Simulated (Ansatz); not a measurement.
```yaml
crystal:
  lattice:
    - [5.92471, 0.00000, 0.00000]
    - [0.00000, 5.92471, 0.00000]
    - [0.00000, 0.00000, 6.97116]
  atoms:
    - { symbol: Ge, position: [0.08868, 0.08868, 0.00000] }
    - { symbol: Ge, position: [0.41132, 0.58868, 0.75000] }
    - { symbol: Ge, position: [0.91132, 0.91132, 0.50000] }
    - { symbol: Ge, position: [0.58868, 0.41132, 0.25000] }
    - { symbol: Ge, position: [0.17165, 0.36943, 0.25679] }
    - { symbol: Ge, position: [0.13057, 0.67165, 0.00679] }
    - { symbol: Ge, position: [0.82835, 0.63057, 0.75679] }
    - { symbol: Ge, position: [0.86943, 0.32835, 0.50679] }
    - { symbol: Ge, position: [0.67165, 0.13057, 0.99321] }
    - { symbol: Ge, position: [0.63057, 0.82835, 0.24321] }
    - { symbol: Ge, position: [0.32835, 0.86943, 0.49321] }
    - { symbol: Ge, position: [0.36943, 0.17165, 0.74321] }
```

Space group P4₃2₁2.

Theory: Ansatz, DFT PBEsol, scalar-relativistic, plane waves, PAW.

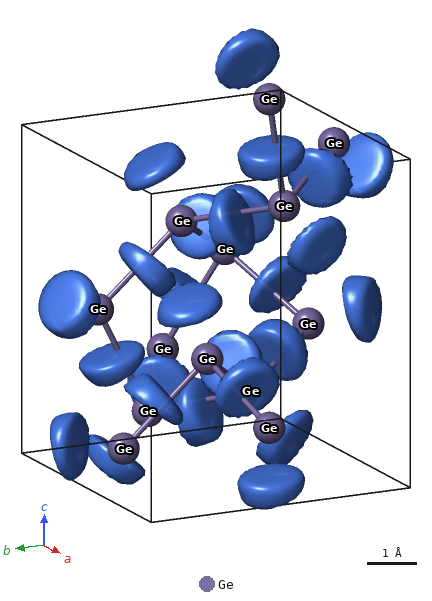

Ge. Isosurface of the ELF at 0.6 (blue), seen at an oblique angle. Only the valence region is drawn (cores and ρ < 0.01 e/Å³ removed). Sticks mark near contacts.

Core electrons are frozen (PAW), and the valence fields are smoothed inside the atomic spheres.

> Describe the localisation domains.

At this value the surface marks out 24 regions between bonded Ge–Ge atoms (shared pairs), counted in one cell of 12 atoms. Regions shared between cells count once. Along the contacts the grid gives the following. Ge–Ge (2.48 Å): the ELF peaks at about 0.75 between the atoms.

> Metal or insulator at this level of theory?

It is gapped, with a Kohn–Sham gap of 0.45 eV on the k-point mesh, an upper bound to the gap of this method.
